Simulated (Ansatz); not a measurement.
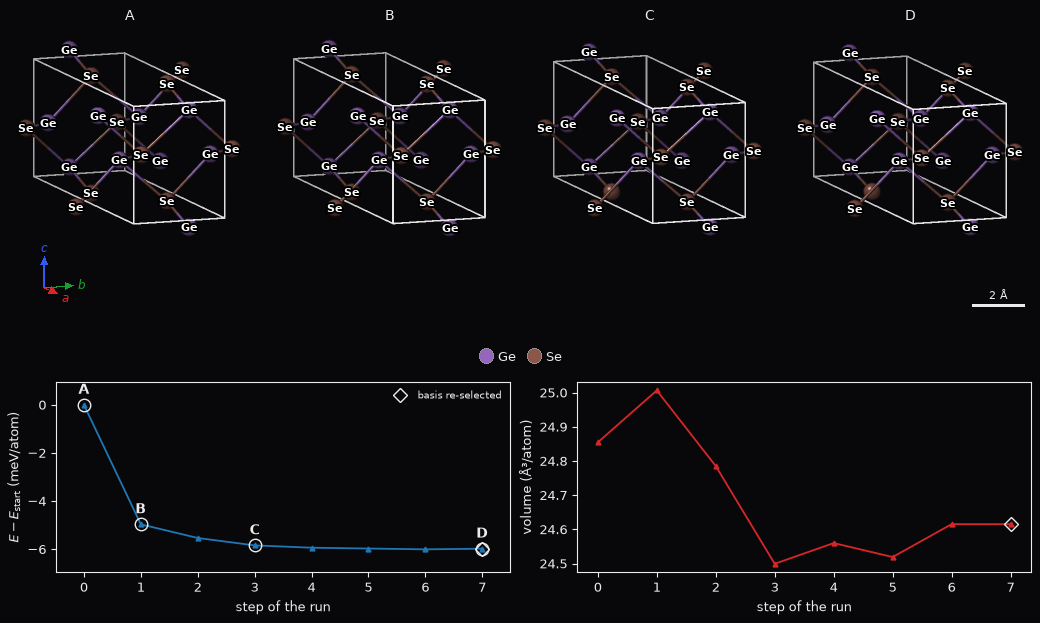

Frames of a relaxation of a crystal of GeSe (set up in Pnma), marked on the history of the run. Style: ball-and-stick. Shown: the cell of the calculation, slightly off an axis.

All numbers below come from Ansatz 0.2.0, DFT PBE, scalar-relativistic, plane waves, PAW. Settings: plane-wave cutoff 420 eV; k-point mesh 4 × 8 × 6; occupations gaussian; smearing width 0.02 eV; no spin polarisation; cell and atoms relaxed; force threshold 0.005 eV/Å; at most 80 steps.

Q: Describe the path.

A: The energy falls by 6.0 meV per atom in 6 accepted moves (7 points after the start). The largest force component goes from 0.22 to 0.0029 eV/Å. Pressure: 1.44 GPa at the start and −0.03 GPa at the end. The SCF was repeated once at an unchanged geometry on a basis and grid sized afresh for the cell, which shifted the energy by less than 0.05 meV per atom at most. The largest moves relative to the cell, 0.082 Å, are those of Se atoms. By element the largest moves are Se 0.082 Å, Ge 0.028 Å. Cell: a 11.256 → 11.194 Å (−0.5 %), b 3.787 → 3.880 Å (+2.4 %), c 4.664 → 4.534 Å (−2.8 %). Volume −1.0 %. Some distances before and after: Ge–Se 2.560 → 2.605 Å, Ge–Se 2.556 → 2.587 Å. The space group stays Pnma (No. 62). From step 0 to 1: Se atoms move most (0.06 Å), volume +0.6 %, energy −5.0 meV per atom. From step 1 to 3: Ge atoms move most (0.02 Å), volume −2.0 %, energy −0.9 meV per atom. From step 3 to 7: Ge atoms move most (0.02 Å), volume +0.5 %, energy −0.1 meV per atom.

```tsv
step	E − E(0), meV/atom	largest force component, eV/Å	pressure, GPa	volume, Å³/atom	note
0	0.00	0.2170	1.44	24.854	
1	-4.97	0.0320	-0.24	25.007	
2	-5.53	0.0133	-0.05	24.785	
3	-5.84	0.0283	0.11	24.499	
4	-5.94	0.0202	0.05	24.560	
5	-5.97	0.0146	0.03	24.519	
6	-6.01	0.0029	-0.03	24.615	
7	-5.98	0.0029	-0.03	24.615	same geometry, new basis
```
